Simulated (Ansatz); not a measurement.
# Geometry relaxation of Mo14S27 (charge −1) (part 4 of 5)

The same run, continued: Mo14S27 (defect cell, 41 atoms in the cell, total charge −1); DFT r2SCAN, scalar-relativistic, plane waves, PAW, spin-polarised (Ansatz 0.2.0); cutoff 500 eV, 2×2×2 k-mesh, Gaussian smearing of 0.01 eV, collinear spins. The structure derives from a Materials Project entry. It belongs to a series of runs on one base structure; here: S vacancy (site f), charge -1, atoms relaxed at the host's cell, started again with a moment of 3 μB.

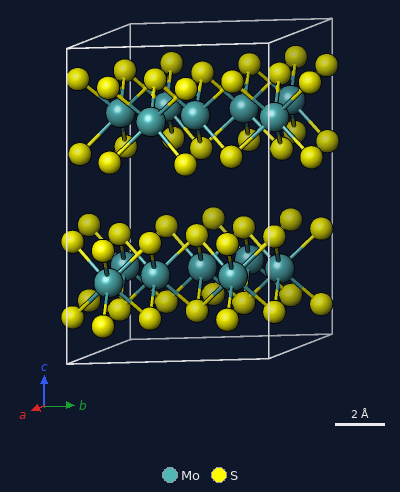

**Figure 1.** The geometry at step 2 of the log (ball-and-stick view of the cell of the calculation, seen slightly off an axis; bonded neighbours outside the cell are drawn too).

What the program printed, continued
```
  k-point 2 ↑: bands = ["-54.3868", "-54.3857", "-54.3693", "-54.3685", "-54.3580", "-54.3554", "-54.3542", "-53.5255", "-53.5127", "-53.4819", "-53.4412", "-53.3767", "-53.3652", "-53.3222", "-27.9834", "-27.9303", "-27.9298", "-27.8740", "-27.8732", "-27.7715", "-27.7707", "-27.7675", "-27.7663", "-27.7326", "-27.7315", "-27.7119", "-27.7110", "-27.7101", "-27.7045", "-27.7032", "-27.6788", "-27.6631", "-27.6625", "-27.6195", "-27.6186", "-27.0927", "-27.0412", "-27.0030", "-26.9889", "-26.9158",
      "-26.8931", "-26.8759", "-26.8525", "-26.8516", "-26.8327", "-26.8222", "-26.7994", "-26.7939", "-26.7750", "-26.7577", "-26.7488", "-26.7456", "-26.7221", "-26.6811", "-26.6360", "-26.5231", "-5.8471", "-5.8460", "-5.0392", "-5.0388", "-4.9964", "-4.8569", "-4.7629", "-4.7588", "-4.4469", "-4.4459", "-4.4289", "-4.2697", "-4.2691", "-4.2243", "-4.2230", "-4.1265", "-4.1259", "-4.0909", "-3.9208", "-3.8388", "-3.6389", "-3.5843", "-3.5339", "-3.4590",
      "-3.3815", "-3.3540", "-3.2634", "2.4080", "2.9902", "3.0039", "3.0108", "3.0162", "3.0168", "3.0220", "3.0488", "3.0507", "3.3452", "3.4488", "3.7939", "3.8359", "3.8896", "3.9408", "3.9756", "4.0151", "4.0970", "4.0997", "4.1304", "4.1887", "4.2585", "4.3791", "4.3878", "4.3911", "4.4243", "4.5467", "4.7312", "4.7325", "4.9024", "5.0432", "5.0545", "5.0735", "5.1023", "5.1350", "5.1477", "5.1559",
      "5.2100", "5.2469", "5.2687", "5.2879", "5.3975", "5.4176", "5.4473", "5.4957", "5.6647", "5.7069", "5.8941", "5.9017", "5.9481", "5.9925", "6.0888", "6.0936", "6.1203", "6.1215", "6.1269", "6.1988", "6.4047", "6.4384", "6.4789", "6.5219", "6.5726", "6.6443", "6.6453", "6.6993", "6.8273", "6.8537", "6.9214", "6.9509", "7.0056", "7.2037", "7.2717", "7.3085", "7.3661", "7.4080", "7.4686", "7.4806",
      "7.5220", "7.5497", "7.6475", "7.7706", "7.7825", "8.0495", "8.0592", "8.0725", "8.1164", "8.1187", "8.1780", "8.3143", "8.3970", "8.6697", "8.8493", "8.9070", "8.9212", "9.0135", "9.1963", "10.2086", "10.5255", "10.5266", "10.6392", "10.6603", "10.7134", "10.7897", "10.8273", "10.9354", "10.9870", "10.9975", "11.1368", "11.1473", "11.1799", "11.2038", "11.3131", "11.3949", "11.4922", "11.6479", "11.6766", "11.7126",
      "11.7835", "11.7916", "11.8339", "11.8416", "11.8473", "11.8564", "11.8727", "11.9252", "11.9705", "12.0141", "12.1079", "12.1743", "12.1964", "12.2413", "12.2776", "12.5569", "12.5779", "12.6990", "12.7480", "12.7922", "12.8283", "12.8521"]
  k-point 7 ↓: bands = ["-54.3852", "-54.3837", "-54.3679", "-54.3663", "-54.3564", "-54.3534", "-54.3520", "-53.5389", "-53.5255", "-53.5092", "-53.4635", "-53.4469", "-52.9490", "-52.9257", "-27.9811", "-27.9284", "-27.9276", "-27.8721", "-27.8706", "-27.7691", "-27.7684", "-27.7660", "-27.7643", "-27.7310", "-27.7296", "-27.7101", "-27.7089", "-27.7079", "-27.7023", "-27.7017", "-27.6766", "-27.6615", "-27.6597", "-27.6175", "-27.6158", "-27.0863", "-27.0250", "-27.0008", "-26.9783", "-26.9228",
      "-26.9113", "-26.8847", "-26.8734", "-26.8584", "-26.8539", "-26.8412", "-26.8148", "-26.7985", "-26.7604", "-26.7505", "-26.4972", "-26.4647", "-26.3292", "-26.2609", "-26.1086", "-26.0622", "-5.8446", "-5.8442", "-5.0379", "-5.0369", "-5.0125", "-4.8952", "-4.7291", "-4.7127", "-4.4546", "-4.4487", "-4.4281", "-4.2688", "-4.2686", "-4.2238", "-4.1982", "-4.1258", "-4.1256", "-4.0887", "-3.9053", "-3.8550", "-3.6237", "-3.5980", "-3.5082", "-3.4491",
      "-3.3958", "-3.3289", "-3.2618", "2.4133", "3.0163", "3.0165", "3.0257", "3.0262", "3.0531", "3.0536", "3.0653", "3.0675", "3.3464", "3.4584", "3.8053", "3.8331", "3.8538", "3.8676", "3.9468", "3.9734", "4.0533", "4.1120", "4.1551", "4.1941", "4.3071", "4.3417", "4.3711", "4.3810", "4.4146", "4.5884", "4.7205", "4.7231", "4.9784", "5.0288", "5.0416", "5.0555", "5.1038", "5.1202", "5.2220", "5.2792",
      "5.2829", "5.2943", "5.3503", "5.3883", "5.3971", "5.4040", "5.4545", "5.4909", "5.6304", "5.7767", "5.9250", "5.9269", "5.9922", "6.0408", "6.0769", "6.1144", "6.1228", "6.1284", "6.1974", "6.2419", "6.4256", "6.4412", "6.4806", "6.5381", "6.5783", "6.6448", "6.6489", "6.7469", "6.8547", "6.8958", "6.9196", "6.9348", "7.0277", "7.1955", "7.2677", "7.3124", "7.3974", "7.4016", "7.4691", "7.4794",
      "7.5543", "7.5641", "7.6801", "7.6968", "7.7861", "7.8877", "8.0133", "8.1219", "8.1244", "8.1495", "8.2496", "8.4214", "8.4545", "8.6820", "8.8527", "8.9367", "9.0011", "9.2252", "9.4042", "10.5306", "10.5322", "10.6871", "10.6995", "10.7923", "10.8194", "10.8592", "10.9230", "10.9572", "11.0319", "11.0382", "11.1472", "11.1563", "11.1669", "11.2018", "11.3275", "11.4224", "11.4437", "11.5948", "11.6544", "11.7413",
      "11.7720", "11.7772", "11.8155", "11.9118", "11.9189", "11.9241", "11.9756", "12.0697", "12.0998", "12.1347", "12.1664", "12.2135", "12.2309", "12.2938", "12.3522", "12.6206", "12.6738", "12.7453", "12.7697", "12.7958", "12.8432", "12.8707"]
--- Relaxed structure (2 steps of the walk, 2 accepted, 0 SCFs on fresh bases) ---
  F+E_penalty+E_count = -94031.29050916 eV   max|allowed force component| = 2.195e-2 eV/Å
  atoms:
    - { symbol: Mo, position: [0.6663257145999999, 0.3337131247999999, 0.24966595079999998] }
    - { symbol: Mo, position: [0.8092307327999999, 0.7623057902999999, 0.2501256640999999] }
    - { symbol: Mo, position: [0.38060517809999994, 0.476543682, 0.2500796230999999] }
    - { symbol: Mo, position: [0.9520505563999998, 0.19091003129999995, 0.2501142498999999] }
    - { symbol: Mo, position: [0.5234579587, 0.9052024106999998, 0.25010149499999995] }
    - { symbol: Mo, position: [0.0948720406, 0.6194364288999998, 0.25010070409999996] }
    - { symbol: Mo, position: [0.23775900789999996, 0.048044503499999995, 0.2500796178] }
    - { symbol: Mo, position: [0.47277378059999997, 0.0989222267, 0.7531037467999999] }
    - { symbol: Mo, position: [0.6203239282999999, 0.5166395891999999, 0.7498645748999999] }
    - { symbol: Mo, position: [0.1915933109, 0.2389114236, 0.7489249287999997] }
    - { symbol: Mo, position: [0.7606427662999999, 0.9522868116, 0.7475966565999999] }
    - { symbol: Mo, position: [0.3342652667, 0.6675408109, 0.7472878451999999] }
    - { symbol: Mo, position: [0.9056769599999999, 0.3863099634, 0.7534761505999998] }
    - { symbol: Mo, position: [0.04695002150000008, 0.8084801801999999, 0.7484696744999999] }
    - { symbol: S, position: [0.8075200436999999, 0.7538299566, 0.6291828190999998] }
    - { symbol: S, position: [0.38640948519999996, 0.4725481647, 0.6287891981999999] }
    - { symbol: S, position: [0.9482071637999999, 0.1955486512, 0.6309474325] }
    - { symbol: S, position: [0.5248528148999999, 0.9152245922999998, 0.6298243264999999] }
    - { symbol: S, position: [0.08831316450000004, 0.6151821312000001, 0.6287173762999999] }
    - { symbol: S, position: [0.24249490989999997, 0.05305646039999999, 0.6292083509999999] }
    - { symbol: S, position: [0.47604341339999995, 0.0959624179, 0.3696262612999999] }
    - { symbol: S, position: [0.6187857527999999, 0.5239240175, 0.36959455999999996] }
    - { symbol: S, position: [0.1901576849, 0.2385063421, 0.3697812073999999] }
    - { symbol: S, position: [0.7615586429999999, 0.9528220216, 0.3698230210999999] }
    - { symbol: S, position: [0.332993842, 0.6670621189999999, 0.36977557359999996] }
    - { symbol: S, position: [0.9041098573999998, 0.38129320359999996, 0.36964008159999995] }
    - { symbol: S, position: [0.04731857520000002, 0.8099213398, 0.3697988321999999] }
    - { symbol: S, position: [0.6669328979999999, 0.3322559593, 0.8702441774999998] }
    - { symbol: S, position: [0.8064816747999998, 0.7590196078, 0.8672530374999998] }
    - { symbol: S, position: [0.38431794529999996, 0.47838054049999995, 0.8672505161999999] }
    - { symbol: S, position: [0.9515234838999999, 0.18918154, 0.8685451921999999] }
    - { symbol: S, position: [0.5238897875999999, 0.9044074433999999, 0.8675904834999999] }
    - { symbol: S, position: [0.09935305309999999, 0.6212083919999999, 0.8690631486999999] }
    - { symbol: S, position: [0.23553499779999995, 0.0463791104, 0.8698251938999998] }
    - { symbol: S, position: [0.47568247229999994, 0.095420962, 0.13023871859999997] }
    - { symbol: S, position: [0.6186787613999999, 0.5243781345999999, 0.13025837069999996] }
    - { symbol: S, position: [0.19010171779999996, 0.2385096566, 0.13040114349999998] }
    - { symbol: S, position: [0.7615766535999999, 0.9527556727999998, 0.13047203229999998] }
    - { symbol: S, position: [0.33301637529999994, 0.6670624924999999, 0.13043365239999996] }
    - { symbol: S, position: [0.9046485309999999, 0.3814136464, 0.13023637069999996] }
    - { symbol: S, position: [0.047263196900000026, 0.8099237668, 0.13043689849999998] }
--- Löwdin populations: 41 sites ---
  site symbol       q [e]    m [muB]
     0     Mo     13.6463     0.0034
     1     Mo     13.6468     0.0016
     2     Mo     13.6468     0.0024
     3     Mo     13.6466     0.0011
     4     Mo     13.6466     0.0011
     5     Mo     13.6467     0.0030
     6     Mo     13.6468     0.0024
     7     Mo     13.6920     0.5789
     8     Mo     13.6821    -0.2019
     9     Mo     13.6592    -0.0112
    10     Mo     13.6514    -0.0750
    11     Mo     13.6680    -0.0112
    12     Mo     13.6911     0.6050
    13     Mo     13.6626     0.0001
    14      S      6.1496     0.0081
    15      S      6.1504     0.0136
    16      S      6.1495     0.0052
    17      S      6.1498     0.0082
    18      S      6.1476     0.0030
    19      S      6.1439     0.0065
    20      S      6.0836     0.0011
    21      S      6.0841     0.0012
    22      S      6.0807     0.0008
    23      S      6.0826     0.0008
    24      S      6.0818     0.0004
    25      S      6.0836     0.0011
    26      S      6.0807     0.0009
    27      S      6.1120    -0.0211
    28      S      6.1261     0.0088
    29      S      6.1173     0.0133
    30      S      6.1458     0.0166
    31      S      6.1309     0.0147
    32      S      6.1130     0.0015
    33      S      6.1192    -0.0007
    34      S      6.0826     0.0001
    35      S      6.0825     0.0005
    36      S      6.0827     0.0005
    37      S      6.0816     0.0000
    38      S      6.0833     0.0005
    39      S      6.0828     0.0002
    40      S      6.0829     0.0004
  spilling = 0.007957 (of n_electrons = 359.000000)
```

File populations.tsv
```
# site	symbol	l	j	q_up	q_dn
# orbitals = lowdin
# n_electrons = 359.000000
# spilling = 0.007957
0	Mo	0_4S	-	0.983855	0.983854
0	Mo	0_5S	-	0.257347	0.257345
0	Mo	1_4P	-	2.996959	2.996958
0	Mo	2_4D	-	2.586699	2.583270
1	Mo	0_4S	-	0.983857	0.983856
1	Mo	0_5S	-	0.257710	0.257698
1	Mo	1_4P	-	2.996962	2.996961
1	Mo	2_4D	-	2.585632	2.584076
2	Mo	0_4S	-	0.983857	0.983855
2	Mo	0_5S	-	0.257705	0.257673
2	Mo	1_4P	-	2.996965	2.996962
2	Mo	2_4D	-	2.586106	2.583716
3	Mo	0_4S	-	0.983857	0.983854
3	Mo	0_5S	-	0.257703	0.257699
3	Mo	1_4P	-	2.996964	2.996963
3	Mo	2_4D	-	2.585342	2.584263
4	Mo	0_4S	-	0.983860	0.983858
4	Mo	0_5S	-	0.257663	0.257680
4	Mo	1_4P	-	2.996965	2.996964
4	Mo	2_4D	-	2.585364	2.584235
5	Mo	0_4S	-	0.983858	0.983854
5	Mo	0_5S	-	0.257760	0.257662
5	Mo	1_4P	-	2.996967	2.996963
5	Mo	2_4D	-	2.586276	2.583349
6	Mo	0_4S	-	0.983857	0.983853
6	Mo	0_5S	-	0.257734	0.257699
6	Mo	1_4P	-	2.996966	2.996962
6	Mo	2_4D	-	2.586059	2.583666
7	Mo	0_4S	-	0.985091	0.985052
7	Mo	0_5S	-	0.276213	0.264215
7	Mo	1_4P	-	2.996731	2.996133
7	Mo	2_4D	-	2.877418	2.311121
8	Mo	0_4S	-	0.984922	0.984857
8	Mo	0_5S	-	0.269240	0.282976
8	Mo	1_4P	-	2.996414	2.996460
8	Mo	2_4D	-	2.489506	2.677697
9	Mo	0_4S	-	0.984108	0.984059
9	Mo	0_5S	-	0.259145	0.259538
9	Mo	1_4P	-	2.997057	2.997023
9	Mo	2_4D	-	2.583716	2.594591
10	Mo	0_4S	-	0.984436	0.984407
10	Mo	0_5S	-	0.257382	0.259042
10	Mo	1_4P	-	2.996961	2.996954
10	Mo	2_4D	-	2.549393	2.622781
11	Mo	0_4S	-	0.984601	0.984584
11	Mo	0_5S	-	0.256665	0.256856
11	Mo	1_4P	-	2.997059	2.997062
11	Mo	2_4D	-	2.590062	2.601063
12	Mo	0_4S	-	0.985122	0.985083
12	Mo	0_5S	-	0.276661	0.263710
12	Mo	1_4P	-	2.996719	2.996100
12	Mo	2_4D	-	2.889577	2.298147
13	Mo	0_4S	-	0.984127	0.984077
13	Mo	0_5S	-	0.258614	0.258749
13	Mo	1_4P	-	2.997107	2.997067
13	Mo	2_4D	-	2.591501	2.591377
14	S	0_3S	-	0.881504	0.881351
14	S	1_3P	-	2.197337	2.189361
15	S	0_3S	-	0.881763	0.881471
15	S	1_3P	-	2.200252	2.186955
16	S	0_3S	-	0.881166	0.881236
16	S	1_3P	-	2.196189	2.190912
17	S	0_3S	-	0.881105	0.881094
17	S	1_3P	-	2.197917	2.189724
18	S	0_3S	-	0.881289	0.881475
18	S	1_3P	-	2.193980	2.190823
19	S	0_3S	-	0.881318	0.881456
19	S	1_3P	-	2.193878	2.187262
20	S	0_3S	-	0.883789	0.883738
20	S	1_3P	-	2.158559	2.157479
21	S	0_3S	-	0.883665	0.883621
21	S	1_3P	-	2.158975	2.157810
22	S	0_3S	-	0.884243	0.883937
22	S	1_3P	-	2.156479	2.156008
23	S	0_3S	-	0.883898	0.883905
23	S	1_3P	-	2.157810	2.156998
24	S	0_3S	-	0.884145	0.883856
24	S	1_3P	-	2.156954	2.156882
25	S	0_3S	-	0.883775	0.883741
25	S	1_3P	-	2.158581	2.157480
26	S	0_3S	-	0.884347	0.883956
26	S	1_3P	-	2.156410	2.155944
27	S	0_3S	-	0.874612	0.874250
27	S	1_3P	-	2.170859	2.192288
28	S	0_3S	-	0.882550	0.883086
28	S	1_3P	-	2.184920	2.175542
29	S	0_3S	-	0.881873	0.882411
29	S	1_3P	-	2.183414	2.169610
30	S	0_3S	-	0.882952	0.881451
30	S	1_3P	-	2.198232	2.183157
31	S	0_3S	-	0.882067	0.880598
31	S	1_3P	-	2.190736	2.177479
32	S	0_3S	-	0.880609	0.879768
32	S	1_3P	-	2.176626	2.175954
33	S	0_3S	-	0.881364	0.880421
33	S	1_3P	-	2.177889	2.179526
34	S	0_3S	-	0.884046	0.883964
34	S	1_3P	-	2.157296	2.157255
35	S	0_3S	-	0.884007	0.884035
35	S	1_3P	-	2.157493	2.157012
36	S	0_3S	-	0.883948	0.883903
36	S	1_3P	-	2.157643	2.157234
37	S	0_3S	-	0.883960	0.883948
37	S	1_3P	-	2.156854	2.156821
38	S	0_3S	-	0.883920	0.883907
38	S	1_3P	-	2.158027	2.157495
39	S	0_3S	-	0.884057	0.883985
39	S	1_3P	-	2.157405	2.157323
40	S	0_3S	-	0.883921	0.883855
40	S	1_3P	-	2.157720	2.157432
```
